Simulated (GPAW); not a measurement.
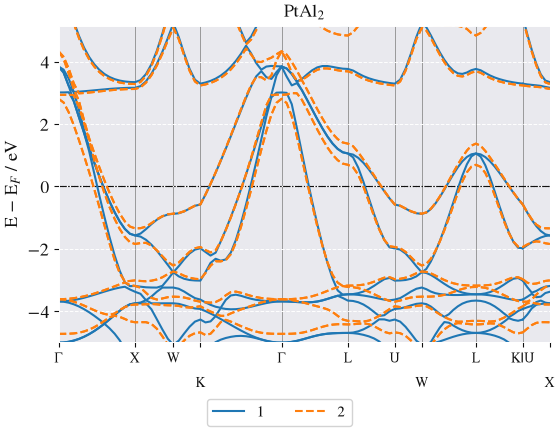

Band structures of fluorite-type PtAl2, space group Fm-3m (No. 225), 3 atoms in the primitive cell (cubic a = 5.910 Å), by two methods on the same cell. Each is counted from its own Fermi level.

Q: Which curve is which? The methods: PBEsol, PBEsol+SOC.

A: 1 is PBEsol; 2 is PBEsol+SOC. PBEsol gives a metal and PBEsol+SOC gives a metal. Spin-orbit coupling splits levels that are degenerate without it.

Settings. PBEsol: PAW data sets generated in the run's folder for this functional, no spin polarisation, no spin-orbit coupling, 8×8×8 k mesh, 600 eV cutoff, Fermi-Dirac smearing of 0.05 eV (GPAW 26.7.0). PBEsol+SOC: PAW data sets generated in the run's folder for this functional, spin-orbit coupling, no magnetisation, 8×8×8 k mesh, 600 eV cutoff, Fermi-Dirac smearing of 0.05 eV (GPAW 26.7.0).

Bands are joined in order of energy. PBEsol+SOC: spin-orbit coupling was added after a scalar SCF, so levels and gaps hold it while energy, forces, pressure and moments don't. PBEsol+SOC: this program's spin-orbit splittings come out too wide for heavy elements.
